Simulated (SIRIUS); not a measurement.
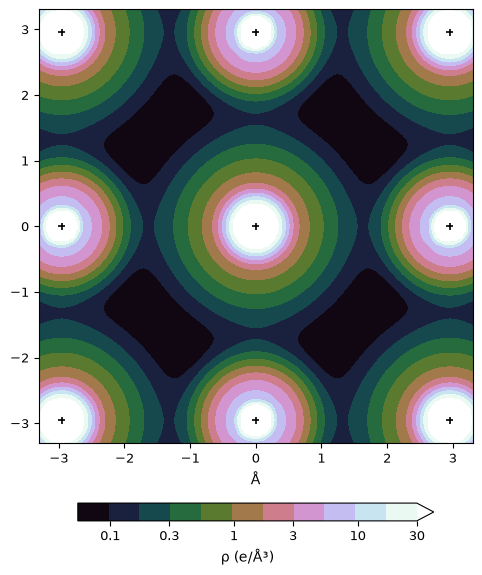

The electron density on a plane through atoms (crosses mark nuclei in the plane).

Method: SIRIUS, Kohn-Sham DFT of a periodic cell, PBEsol, all-electron FP-LAPW.

Candidates:
A. Ir, a = 3.82 Å, b = 3.81 Å, c = 2.68 Å, α = 89.95°, β = 133.90°, γ = 90.31°. Space group P-1.
B. MoS₂, a = 3.18 Å, b = 3.18 Å, c = 17.33 Å, α = 90.00°, β = 90.00°, γ = 120.00°. Space group P-6m2; a structure from a database of computed crystals, not necessarily the ambient phase.
C. CaSe, a = 5.91 Å, b = 5.91 Å, c = 5.91 Å, α = 90.00°, β = 90.00°, γ = 90.00°. Space group Fm-3m.

> Which candidate gave the map?

Candidate C: CaSe on the (100) plane of the conventional cell, which holds Se and Ca. Ca–Se (2.96 Å): the density is about 0.19 e/Å³ at the midpoint, with its minimum of 0.16 e/Å³ about 1.3 Å from Ca.
